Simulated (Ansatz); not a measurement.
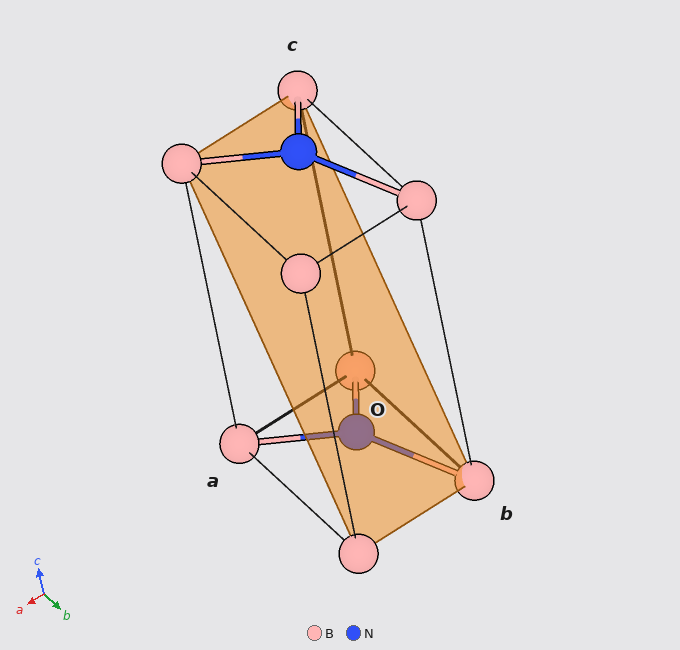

Crystal: BN, the geometry relaxed with DFT PBEsol, scalar-relativistic, plane waves, PAW in Ansatz 0.2.0. Every member of one family of equally spaced planes, hx + ky + lz = a whole number, that cuts the unit cell is shaded (one member passes through the origin O, touching the cell only at an edge or corner). The drawing is computed from the coordinates (standard cell, symmetry found to 0.002 Å).

a = 2.504 Å, b = 2.504 Å, c = 3.759 Å, α = 89.91°, β = 70.61°, γ = 60.00°.

**What are the Miller indices?**

(0 1 1); the opposite sign names the same planes. The member next to the origin meets the axes a never, b at 1, c at 1.

**What is the spacing?**

d = 1.669 Å.

**Which atoms of the cell lie in these planes (within 0.03 Å)?**

The B atom.
